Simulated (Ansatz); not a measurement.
## KTaO3: single-point calculation

System: KTaO3 (P4/mmm, 5 atoms in the cell).
Method: DFT PBE, scalar-relativistic, plane waves, PAW, no spin polarisation (Ansatz 0.2.0).

The structure derives from an entry of the Crystallography Open Database. It belongs to a series of runs on one base structure; here: strain -0.025 along x and y, +0.025 along z, atoms carried along.

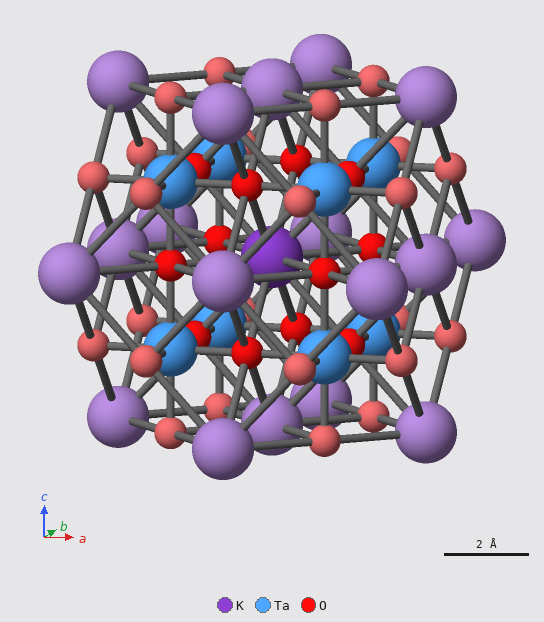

The input geometry (ball-and-stick view of the cell of the calculation, seen slightly off an axis; neighbours outside the cell are drawn fainter). An atom can appear more than once, as a periodic image.

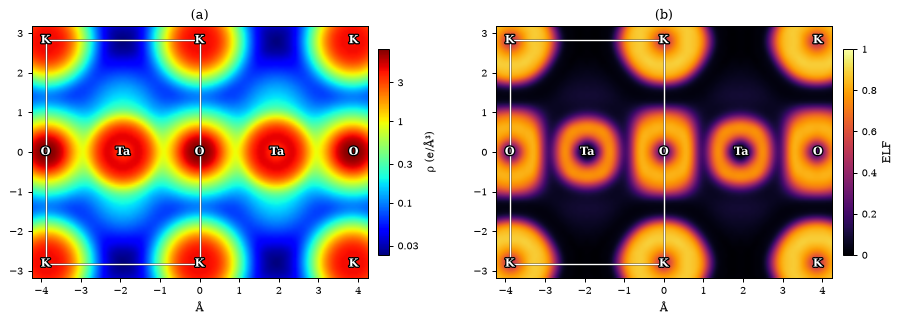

(a) valence charge density (pseudo); (b) ELF on the (101̄) plane of the conventional cell. The section cuts through K, Ta and O sites. Ta–O (1.94 Å): the density is about 0.99 e/Å³ at the midpoint; the ELF peaks at about 0.80 in the valence shell of O, 0.6 Å from its nucleus, and drops to about 0.20 between the two atoms. Away from the nuclei the density in this plane falls to 0.02 e/Å³ at its lowest. The strong features right at K and Ta lie inside the PAW spheres (semicore, d or f shells) and say nothing about bonding. The fields are those of the smooth PAW valence density.

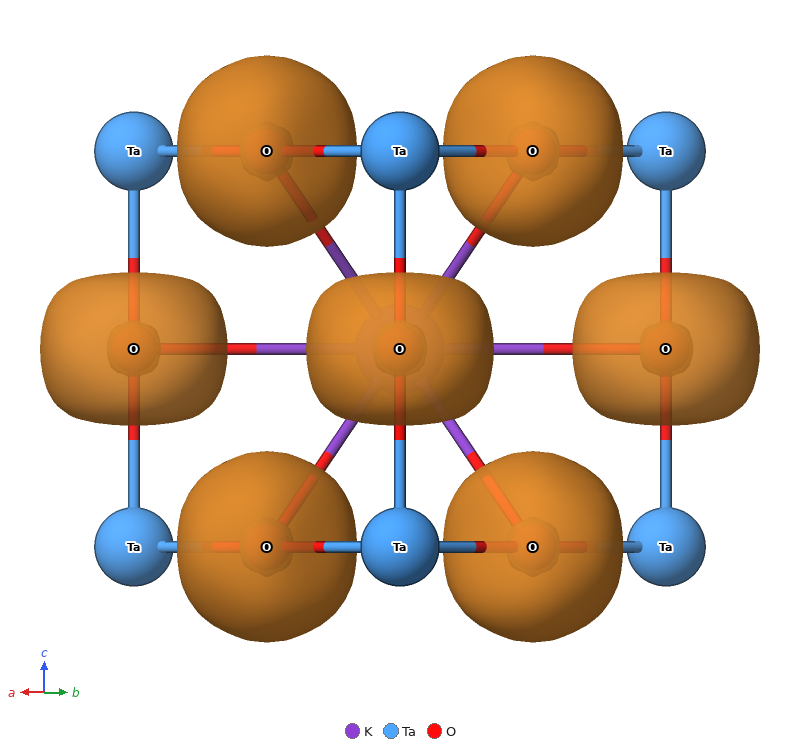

Isosurface of the ELF at 0.6 (orange), seen along [110]. Core shells and regions of very low density are left out. Sticks mark near contacts. The outline is the cell set on symmetry axes. Profiles from the grid: Ta–O (1.94 Å): the ELF peaks at about 0.80 in the valence shell of O, 0.6 Å from its nucleus, and drops to about 0.20 between the two atoms. K–O (2.75 Å): the ELF is about 0.05 at the midpoint, as expected for ionic bonding with no shared pair.

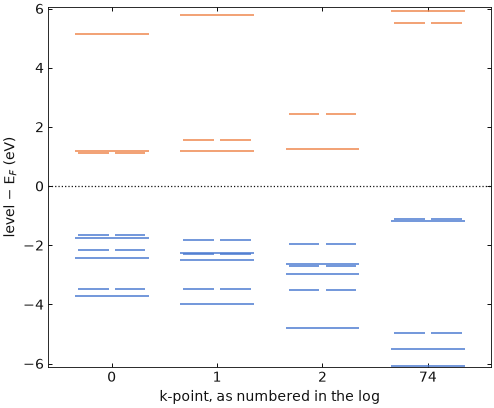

Kohn–Sham levels near the Fermi level (dotted) at the few k-points that the log prints; levels within 0.02 eV of each other stand side by side. Among these points the highest filled and lowest empty levels are 2.22 eV apart, which is the gap on the mesh.

The input and output of the run follow.

**Input file**
```yaml
crystal:
  lattice:
    - [3.8885925, 0.0, 0.0]
    - [0.0, 3.8885925, 0.0]
    - [0.0, 0.0, 4.0880075]
  atoms:
    - { symbol: K, position: [0.5, 0.5, 0.5] }
    - { symbol: Ta, position: [0.0, 0.0, 0.0] }
    - { symbol: O, position: [0.5, 0.0, 0.0] }
    - { symbol: O, position: [0.0, 0.5, 0.0] }
    - { symbol: O, position: [0.0, 0.0, 0.5] }
basis:
  ecutwfc: 420
kpoints:
  mp_grid: { grid: [8, 8, 8] }
hamiltonian:
  xc: pbe
scf:
  occupations: { method: gaussian, width: 0.05 }
output:
  forces: true
  stress: true
  eigenvalues: true
  write_density: true
  write_potential: true
  elf: true
  volumetric_format: npy
```

Command:
```bash
ansatz run input.yaml --threads 1 --pin off --max-ram 2560MiB --backend cpu --events-out ev --progress --plain --runs-dir out
```

**Output**
```
Engine: ansatz 0.2.0, aarch64-unknown-linux-gnu
Pseudopotentials: kind: paw
Pseudopotential: K, paw, valence charge 9, recommended cutoff 420 eV (normal), K.paw.azcp
Pseudopotential: Ta, paw, valence charge 13, recommended cutoff 420 eV (normal), Ta.paw.azcp
Pseudopotential: O, paw, valence charge 6, recommended cutoff 420 eV (normal), O.paw.azcp
Functional definition: PBE
  parameter kappa = 0.804
  parameter beta = 0.06672455060314922
  exchange = pbe_x(kappa = kappa, mu = beta*pi^2/3)
  correlation = pbe_c(beta = beta)
Crystal: 5 atoms, lattice volume = 61.815 Å³
Basis set: ecut = 420 eV, 1229 PW (Γ), exchange–correlation on 54×54×60 points (8 copies of the dense FFT grid, shifted against one another)
Bands: 25, of which v1, the nominal top of the filled ones, is band 20 counted from 1 (19 counted from 0)
Symmetry: 16 space group operations
Space group: P4/mmm (ITA 123), of the structure as read, at distance tolerance 4.0e-5 Å
k-points: 75 of 512
Non-local potential: K, projectors of the file, l = 0: 3, l = 1: 2, l = 2: 2
Non-local potential: Ta, projectors of the file, l = 0: 3, l = 1: 2, l = 2: 2, l = 3: 1
Non-local potential: O, projectors of the file, l = 0: 2, l = 1: 2, l = 2: 1
PAW form: soft (Blöchl's): semilocal exchange-correlation on the pseudo side does not see the compensation charge
PAW one-centre angular grid: K, 110 points (default); XC on 64 Gauss nodes
PAW one-centre angular grid: Ta, 590 points (default); XC on 64 Gauss nodes
PAW one-centre angular grid: O, 110 points (default); XC on 64 Gauss nodes
Initial density: superposition of atomic densities (neutral atoms: chi_scale 0, normalization atom), corrected by the library's trained network
Initial wavefunctions: pseudopotential atomic-orbital guess
Functional: x = pbe(κ = 0.804, μ = 0.2195149727645171), c = pbe(β = 0.06672455060314922)
SCF iter   1: F=—  HF=-13177.987788 eV  |F-HF|=—  |Δ(HF+E_count)|=         —  Δρ=1.18e-3  dr2=5.01e-4  ethr=1.77e-3  ⟨swp⟩=6.4  Hψ=9296  notcnv=0
preconditioner: auto → Resta (q_TF=auto, 2.537 Å⁻¹)  ε∞=4.7  [insulator: Δε(μ)=2.206 eV  Ē_g=13.448 eV  σ=0.050 eV  W_gap=1.00  n_scr=18 (ndim 8)  ℏωp=25.9 eV  f_vac=0.012  D(μ)=0.00/eV (n_scr^D=0)  ε∞_Penn≈4.7]
SCF iter   2: F=—  HF=-13177.988159 eV  |F-HF|=—  |Δ(HF+E_count)|=   3.71e-4  Δρ=6.17e-4  dr2=8.27e-5  ethr=1.25e-6  ⟨swp⟩=2.0  Hψ=3980  notcnv=0
SCF iter   3: F=—  HF=-13177.987565 eV  |F-HF|=—  |Δ(HF+E_count)|=   5.95e-4  Δρ=3.03e-4  dr2=2.14e-5  ethr=2.07e-7  ⟨swp⟩=2.0  Hψ=2783  notcnv=0
SCF iter   4: F=—  HF=-13177.987618 eV  |F-HF|=—  |Δ(HF+E_count)|=   5.38e-5  Δρ=3.63e-5  dr2=6.10e-7  ethr=5.34e-8  ⟨swp⟩=2.0  Hψ=3157  notcnv=0
SCF iter   5: F=—  HF=-13177.987619 eV  |F-HF|=—  |Δ(HF+E_count)|=   4.08e-7  Δρ=1.98e-5  dr2=1.56e-7  ethr=1.53e-9  ⟨swp⟩=2.4  Hψ=3023  notcnv=0
SCF iter   6: F=-13177.987619 eV  HF=-13177.987619 eV  |F-HF|=6.78e-9  |Δ(HF+E_count)|=   1.45e-8  Δρ=6.29e-6  dr2=2.24e-8  ethr=2.50e-10  ⟨swp⟩=11.7  Hψ=12423  notcnv=0
SCF 1 converged in 6 iterations: F = -13177.987619 eV  dr2 = 2.24e-8
  greatest PAW one-centre occupation: 0.999 electrons in one spin orbital (limit 2), on the Ta atom at site 1 (counted from 0), in its partial waves of l = 0
SCF converged after 6 iterations
Free energy (F): -13177.987619 eV
Harris-Foulkes:  -13177.987619 eV  (|F-HF|=6.78e-9)
Internal energy: -13177.987619 eV  (E = F + TS)
E sigma→0 (E₀):  -13177.987619 eV
Fermi energy:    10.294800 eV
--- Per-component energies (eV) ---
  E_band       = -237.477306
  E_kinetic    = 1150.313330
  E_local      = -2194.717639  (includes V_loc(G=0)·N_el)
  E_nonlocal   = 171.299011
  E_hartree    = 770.006105
  E_xc         = -577.101793
  E_vxc        = -654.202173  (∫ρ·V_xc dr)
  E_paw        = -9653.790097  (= ΣΔE_a)
  E_vpaw       = -250.188251  (= ΣTr[D̂ρ^β])
  E_aug_tail   = 0.007446  (compensation charges beyond the density's cutoff)
  E_ewald      = -2844.003982
  E_smearing   = -0.000000  (= −TS)
  E_closure    = 0.000000  (closes the sum)
  Σ components = -13177.987619   (vs F -13177.987619, Δ=0.00e0)
--- Forces (eV/Å), atoms counted from 1 ---
  atom   1  K      0.00000000     0.00000000     0.00000000
  atom   2  Ta     0.00000000     0.00000000     0.00000000
  atom   3  O     -0.00000000    -0.00000000     0.00000000
  atom   4  O      0.00000000     0.00000000     0.00000000
  atom   5  O      0.00000000     0.00000000     0.00000000
  max |Σ_I F_I| component: 1.42e-29 eV/Å
--- Stress (GPa, compression-positive) ---
       18.835823       0.000000       0.000000
        0.000000      18.835823       0.000000
        0.000000       0.000000      -0.976556
  P = ⅓ Tr σ = 12.2317 GPa (122.317 kbar)
--- Band table (eV; the first three rows and the last of 75) ---
  k-point 0: bands = ["-58.1767", "-24.7797", "-24.7797", "-24.6895", "-18.1254", "-8.6050", "-8.0311", "-7.4188", "-1.7378", "-1.6513", "-1.6513", "6.5851", "6.8172", "6.8172", "7.8629", "8.1348", "8.1348", "8.5294", "8.6259", "8.6259", "11.4056", "11.4056", "11.4741", "15.4361", "16.3953"]
  k-point 1: bands = ["-58.1766", "-24.7793", "-24.7793", "-24.6994", "-18.1216", "-8.6050", "-8.0286", "-7.3165", "-1.7101", "-1.6470", "-1.6470", "6.3233", "6.8050", "6.8050", "7.8045", "7.9980", "7.9980", "8.0342", "8.4744", "8.4744", "11.4922", "11.8384", "11.8384", "16.0897", "16.6842"]
  k-point 2: bands = ["-58.1766", "-24.7784", "-24.7784", "-24.7231", "-18.1122", "-8.6150", "-8.0226", "-7.0420", "-1.6428", "-1.6367", "-1.6367", "5.5108", "6.7804", "6.7804", "7.3191", "7.6009", "7.6009", "7.6683", "8.3433", "8.3433", "11.5366", "12.7469", "12.7469", "16.7369", "17.0575"]
  k-point 74: bands = ["-58.1753", "-24.8959", "-24.8959", "-24.7433", "-18.0585", "-6.8137", "-6.8137", "-6.5608", "-1.9775", "-1.9775", "-1.9527", "3.3273", "3.3939", "4.2177", "4.7886", "5.3116", "5.3116", "9.0971", "9.1840", "9.1840", "15.7923", "15.7923", "16.2137", "18.0039", "18.0039"]
```

**Summary**

| quantity | value |
| --- | --- |
| outcome | converged |
| space group (tolerance 0.01 Å) | P4/mmm (123) |
| electrons treated | 40 |
| free energy | −13177.9876 eV |
| Fermi energy | 10.295 eV |
| gap on the k-point mesh | 2.22 eV |
| pressure | 12.23 GPa |
| largest force (length of the vector) | under 0.001 eV/Å |
| hardware | 1 thread of Arm Neoverse V1, 24 GiB of memory available, shared host |
| wall time | 9.3 s |
| peak memory | 0.38 GiB |

**Notes**

Spin–orbit coupling is left out, which matters for Ta.
